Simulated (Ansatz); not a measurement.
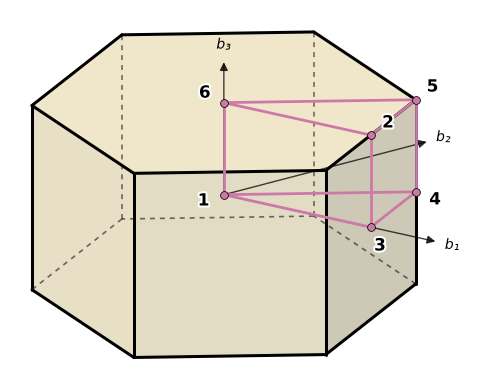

For PtS2, a calculation's input that goes back to an entry of the Crystallography Open Database (an earlier step may have relaxed or displaced it): the first Brillouin zone of a primitive hexagonal lattice (hP; extended symbol hP2) is drawn with its special points numbered. Geometry calculated from the standardised cell; symmetry tolerance 0.002 Å.

a = 3.543 Å, b = 3.543 Å, c = 5.039 Å, α = 90.00°, β = 90.00°, γ = 120.00°.

Labels and path follow the convention of Hinuma et al. (2017), as computed by seekpath; the arrows show the directions of the reciprocal primitive vectors b₁, b₂, b₃, in which coordinates are given.

Give the label and coordinates of each numbered point.

| no. | label | coordinates |
| --- | --- | --- |
| 1 | Γ | (0, 0, 0) |
| 2 | L | (1/2, 0, 1/2) |
| 3 | M | (1/2, 0, 0) |
| 4 | K | (1/3, 1/3, 0) |
| 5 | H | (1/3, 1/3, 1/2) |
| 6 | A | (0, 0, 1/2) |
